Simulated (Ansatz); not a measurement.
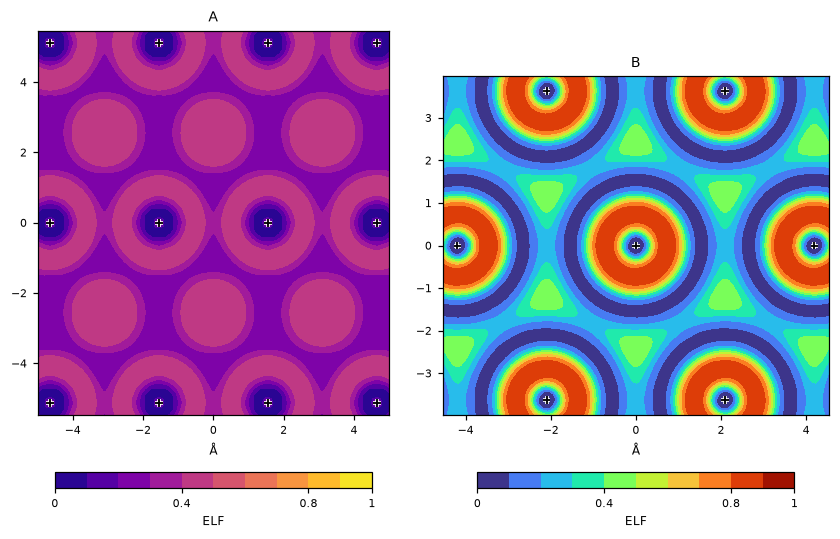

The ELF of 2 systems, each on a plane through atoms (crosses mark nuclei in the plane).

Method: DFT PBE+D3(BJ), scalar-relativistic, plane waves, PAW (Ansatz 0.2.0).

System 1: Sr, the (001) plane of the conventional cell. Space group P6₃/mmc; a structure from a database of computed crystals, not necessarily the ambient phase.

```cif
data_structure
_symmetry_space_group_name_H-M 'P 1'
_symmetry_Int_Tables_number 1
_cell_length_a 4.1920
_cell_length_b 4.1920
_cell_length_c 13.7385
_cell_angle_alpha 90.000
_cell_angle_beta 90.000
_cell_angle_gamma 120.000
_cell_volume 209.08
loop_
_atom_site_label
_atom_site_type_symbol
_atom_site_fract_x
_atom_site_fract_y
_atom_site_fract_z
_atom_site_occupancy
Sr1 Sr 0.00000 0.00000 0.00000 1
Sr2 Sr 0.33333 0.66667 0.25000 1
Sr3 Sr 0.00000 0.00000 0.50000 1
Sr4 Sr 0.66667 0.33333 0.75000 1
```

System 2: Ge, the (100) plane of the conventional cell. Space group P6₃/mmc; a structure from a database of computed crystals, not necessarily the ambient phase.

```
CELL_PARAMETERS angstrom
3.09795 0.00000 0.00000
-1.54897 2.68290 0.00000
0.00000 0.00000 10.23729
ATOMIC_POSITIONS crystal
Ge 0.00000 0.00000 0.00000
Ge 0.33333 0.66667 0.25000
Ge 0.00000 0.00000 0.50000
Ge 0.66667 0.33333 0.75000
```

Q: Match each panel to its system.

A: Panel A is system 2, Ge: the plane holds Ge. Ge–Ge (3.10 Å): the ELF is about 0.30 at the midpoint. Panel B is system 1, Sr: the plane holds Sr. Sr–Sr (4.19 Å): the ELF is about 0.25 at the midpoint: no localised pair shows between them.
